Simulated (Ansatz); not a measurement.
The calculation's input:

```
crystal:
  lattice:
    - [4.1572130673, 0.0550830731, 0.0]
    - [-2.0309031929, 3.5727105886, 0.0]
    - [0.0, 0.0, 6.8733251917]
  atoms:
    - { symbol: Mg, position: [0.0, 0.0, 0.0] }
    - { symbol: I, position: [0.3333333333, 0.6666666667, 0.2426220944] }
    - { symbol: I, position: [0.6666666667, 0.3333333333, 0.7573779056] }
kpoints:
  mp_grid: { grid: [6, 6, 4] }
  band_path:
    path:
      - [0.0, 0.0, 0.0]
      - [0.5, 0.0, 0.0]
      - [0.3333333333, 0.3333333333, 0.0]
      - [0.0, 0.0, 0.5]
      - [0.5, 0.0, 0.5]
      - [0.3333333333, 0.3333333333, 0.5]
      - [0.46875, -0.46875, 0.307292]
    npoints: 1
hamiltonian:
  xc: hse06
scf:
  occupations: { method: fixed }
  n_extra_bands: 4
output:
  forces: true
  stress: true
  eigenvalues: true
  write_density: true
  write_potential: true
  elf: true
  volumetric_format: npy
```

Command:

```sh
ansatz run input.yaml --threads 4 --pin off --max-ram 3686MiB --backend cpu --events-out ev --progress --plain --runs-dir out
```

Below, planes, directions and counts refer to the conventional cell (a = 4.11 Å, b = 4.16 Å, c = 6.87 Å, α = 90.00°, β = 90.00°, γ = 118.86°).

Space group P-1; started from the 1T (CdI2) bulk prototype, which need not be the ambient phase; changed on purpose from its base cell (shear xy strain +2.6%).

Method: Ansatz, DFT, HSE06, plane waves, PAW.

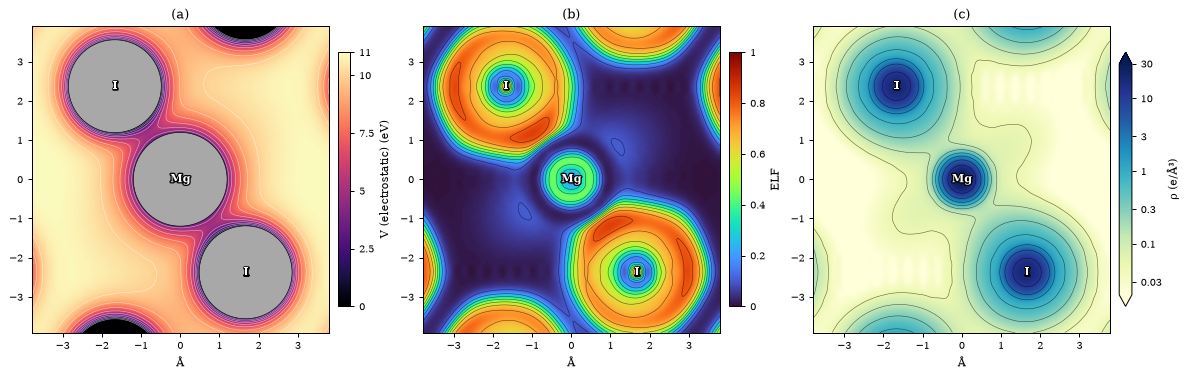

MgI₂. (a) electrostatic potential (local pseudopotential plus Hartree) felt by an electron; (b) ELF; (c) valence pseudo-density on the (110) plane of the conventional cell. Grey discs cover the atomic cores in the potential map.

Core electrons are frozen (PAW), and the valence fields are smoothed inside the atomic spheres.

### Interpret the plot.

- The plane passes through Mg and I nuclei.
- Mg–I (2.90 Å): ρ at the midpoint is about 0.27 e/Å³; the ELF peaks at about 0.85 in the valence shell of I, 1.3 Å from its nucleus, and falls to about 0.05 next to Mg; an ionic contact with no shared pair.
- Between the atoms the lowest density in this plane is 0.005 e/Å³.
- Outside the cores the potential energy rises away from the atoms and is highest about 2.9 Å from the nearest atoms; its zero is arbitrary.

### Does the calculation give a band gap?

It is gapped, with a Kohn–Sham gap of 4.4 eV on the k-point mesh (the band edges may lie off the mesh, which would make the gap smaller).
